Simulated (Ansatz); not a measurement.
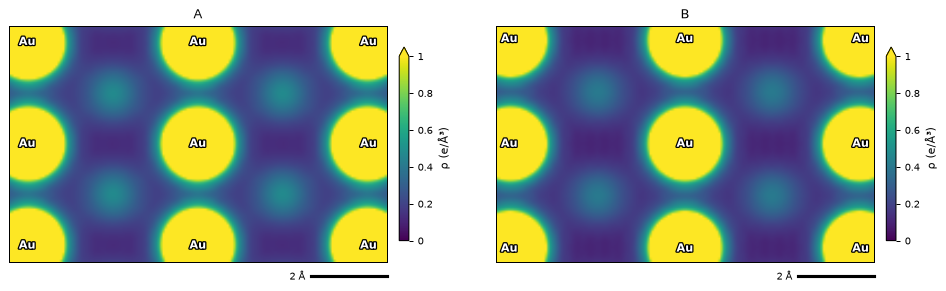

Au. The valence electron density of two cells that differ in size, on the (100) plane of each (indices in the axes of the calculation cell), at one length scale and on one colour scale: B has 17.2 Å³ an atom and A 15.8.

Computed with DFT, r2SCAN, plane waves (500 eV) with PAW, scalar-relativistic (Ansatz 0.2.0).

The density is the valence pseudo-density of a PAW calculation; it isn't the true density close to the nuclei.

The larger cell:

```cif
data_structure
_symmetry_space_group_name_H-M 'P 1'
_symmetry_Int_Tables_number 1
_cell_length_a 4.6397
_cell_length_b 4.6397
_cell_length_c 2.7681
_cell_angle_alpha 90.000
_cell_angle_beta 90.000
_cell_angle_gamma 120.000
_cell_volume 51.60
loop_
_atom_site_label
_atom_site_type_symbol
_atom_site_fract_x
_atom_site_fract_y
_atom_site_fract_z
_atom_site_occupancy
Au1 Au 0.00000 0.00000 0.00000 1
Au2 Au 0.33333 0.66667 0.50000 1
Au3 Au 0.66667 0.33333 0.50000 1
```

The smaller cell: a = 4.507 Å, b = 4.507 Å, c = 2.689 Å, α = 90.00°, β = 90.00°, γ = 120.00°.

Question: What changes from the larger cell to the smaller?

Answer: From the larger cell to the smaller, Au–Au goes from 2.77 to 2.69 Å, and the density at its midpoint from 0.33 to 0.39 e/Å³; the pressure goes from 7 to 27 GPa.
